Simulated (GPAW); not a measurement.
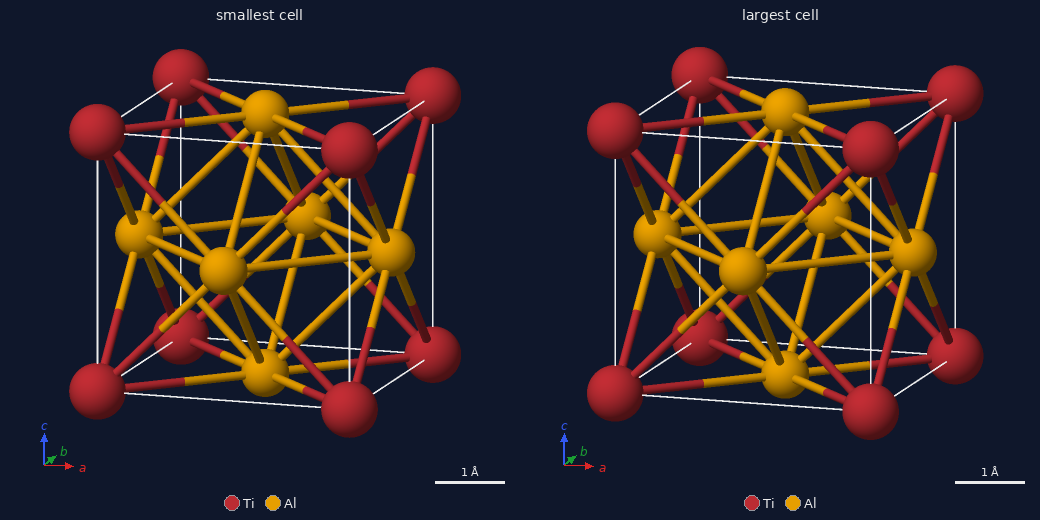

TiAl₃, Cu₃Au (L1₂) type, space group Pm-3m (No. 221), relaxed (cell and atoms, zero pressure) with five choices of dispersion term on top of PBEsol; the smallest and the largest of the relaxed conventional cells are drawn to one scale (sticks follow a distance rule). The start was a structure listed in the Materials Project. It needn't be the stable form of this composition.

Alike in all runs: GPAW 26.7.0; functional PBEsol; potentials PAW data sets generated in the run's folder for this functional; cutoff 600 eV; k mesh 7 × 7 × 7 on the run's cell of 4 atoms; occupations fermi-dirac, width 0.05 eV; no spin polarisation; no spin-orbit coupling. All runs are metallic.

```tsv
level	volume (Å³/atom)	a (Å)
none	15.41	3.950
D3(BJ)-ATM	?	?
D4	15.14	3.927
D3(BJ)	14.80	3.898
D3	15.01	3.916
```

**What does D3(BJ)-ATM give?**

Volume 14.89 Å³/atom; a 3.906 Å. That is between D3(BJ) and D3 in volume.

**Order the levels by the relaxed volume, smallest first.**

D3(BJ) (14.80 Å³/atom), D3(BJ)-ATM (14.89 Å³/atom), D3 (15.01 Å³/atom), D4 (15.14 Å³/atom), none (15.41 Å³/atom). Rows within a few tenths of a per cent can't be told apart.

Caveat: later steps reuse the first step's grids; pairwise dispersion terms can overbind metals strongly.
